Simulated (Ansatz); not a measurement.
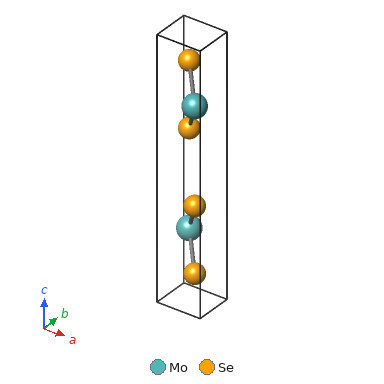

System: MoSe₂, space group P6_3/mmc (No. 194) (cell built by us, not taken from a database). The picture shows the cell.

The given structure:
```
CELL_PARAMETERS angstrom
3.30540 0.00000 0.00000
-1.65270 2.86256 0.00000
0.00000 0.00000 13.08783
ATOMIC_POSITIONS crystal
Mo 0.33333 0.66667 0.25000
Mo 0.66667 0.33333 0.75000
Se 0.66667 0.33333 0.37663
Se 0.66667 0.33333 0.12337
Se 0.33333 0.66667 0.87663
Se 0.33333 0.66667 0.62337
```

Calculation (Ansatz 0.2.0): Born effective charges by linear response at the zone centre, in units of the proton charge, Cartesian axes of the given cell; DFT, PBE, plane waves, PAW. Level: PBE, no spin polarisation.

- periodic directions: 3
- potentials: PAW
- wave cutoff: 420 eV
- k mesh: 9×9×2

Describe the result: the mean Born effective charge of each atom. The cases: Mo 1; Mo 2; Se 1; Se 2; Se 3; Se 4.

Mo 1 and Mo 2 share the largest size, 1.50 e, and the charges add up to 0.00 e. Mo 1 and Mo 2 are equally anisotropic; for Mo 1: its diagonal components run from −1.78 to −0.95 e.

```json
{"atom": "Mo 1", "mean Born effective charge (e)": "-1.50", "Born charge xx (e)": "-1.778", "Born charge zz (e)": "-0.948"}
{"atom": "Mo 2", "mean Born effective charge (e)": "-1.50", "Born charge xx (e)": "-1.778", "Born charge zz (e)": "-0.948"}
{"atom": "Se 1", "mean Born effective charge (e)": "0.75", "Born charge xx (e)": "0.889", "Born charge zz (e)": "0.474"}
{"atom": "Se 2", "mean Born effective charge (e)": "0.75", "Born charge xx (e)": "0.889", "Born charge zz (e)": "0.474"}
{"atom": "Se 3", "mean Born effective charge (e)": "0.75", "Born charge xx (e)": "0.889", "Born charge zz (e)": "0.474"}
{"atom": "Se 4", "mean Born effective charge (e)": "0.75", "Born charge xx (e)": "0.889", "Born charge zz (e)": "0.474"}
```

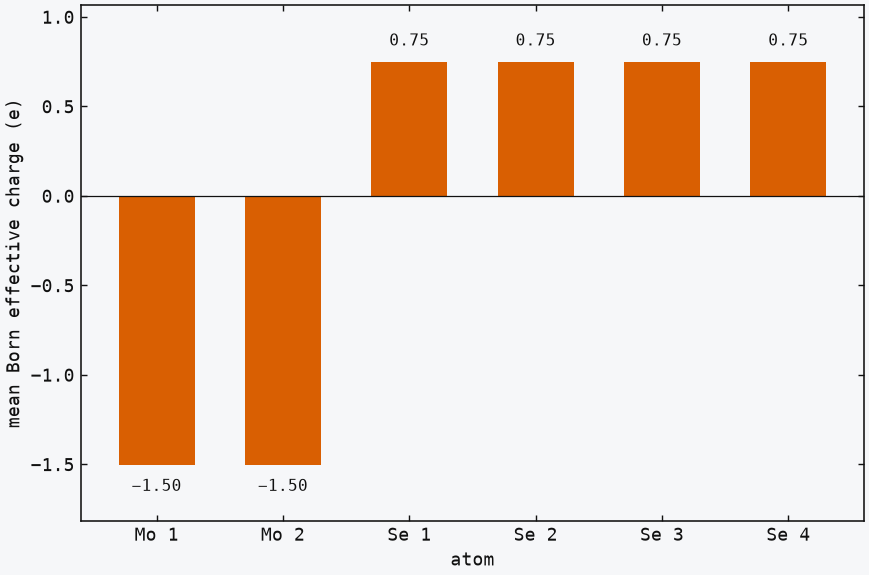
